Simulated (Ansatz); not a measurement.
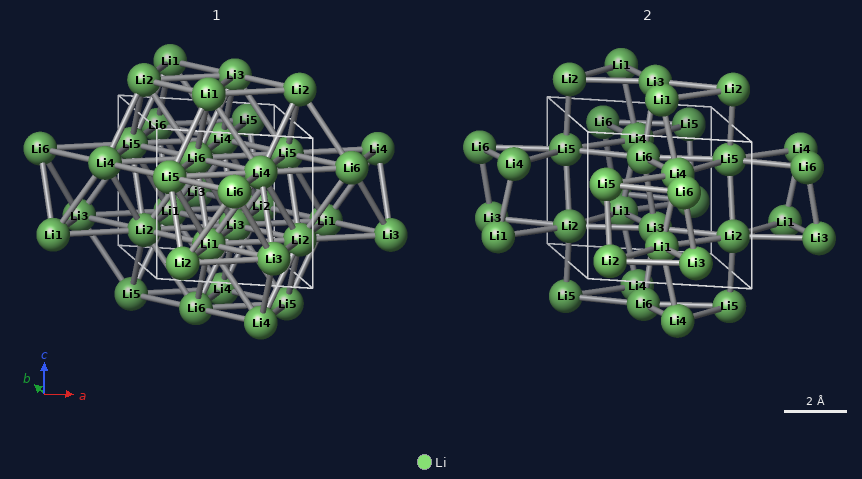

Two geometries of crystalline Li (a generated structure, set up in P6_3/mcm) (coarse preliminary run), drawn at one scale. One is the start of a relaxation, the other its converged end. The picture is a ball-and-stick view of the cell of the calculation, seen slightly off an axis.

The calculation used Ansatz 0.2.0, DFT PBE, scalar-relativistic, plane waves, PAW. (plane-wave cutoff 420 eV; k-point mesh 6 × 6 × 4; occupations gaussian; smearing width 0.1 eV; no spin polarisation; cell and atoms relaxed; force threshold 0.04 eV/Å; at most 70 steps)

### Which geometry has the lower energy?

Structure 1 is the relaxed one. The largest moves relative to the cell, 0.63 Å, are those of Li1, Li2, Li3, Li4, Li5 and Li6. Li1 goes along −a. The drawn cell changes as follows: a = b 5.577 → 5.305 Å (−4.9 %), c 4.913 → 5.026 Å (+2.3 %); the volume changes by −7.4 %. Some distances before and after: Li1–Li2 4.364 → 3.063 Å, Li1–Li4 2.515 → 3.073 Å, Li1–Li5 3.519 → 3.073 Å, Li1–Li2 (another image) 2.827 → 3.063 Å. Bond angles that change, for instance: Li4–Li1–Li4 155.3° → 109.7°, Li2–Li1–Li2 161.0° → 120.0°, Li2–Li1–Li3 101.0° → 60.0°. The space group (tolerance 0.01 Å) goes from P6_3/mcm (No. 193) to P6_3/mmc (No. 194). Over 5 accepted moves (6 points after the start) the energy falls by 238 meV per atom. Largest force component: 0.4 eV/Å at the start, 0.00026 eV/Å at the end. The pressure goes from 1.60 to −0.10 GPa. The SCF was repeated once at an unchanged geometry on a basis and grid sized afresh for the cell, which shifted the energy by less than 0.05 meV per atom at most.
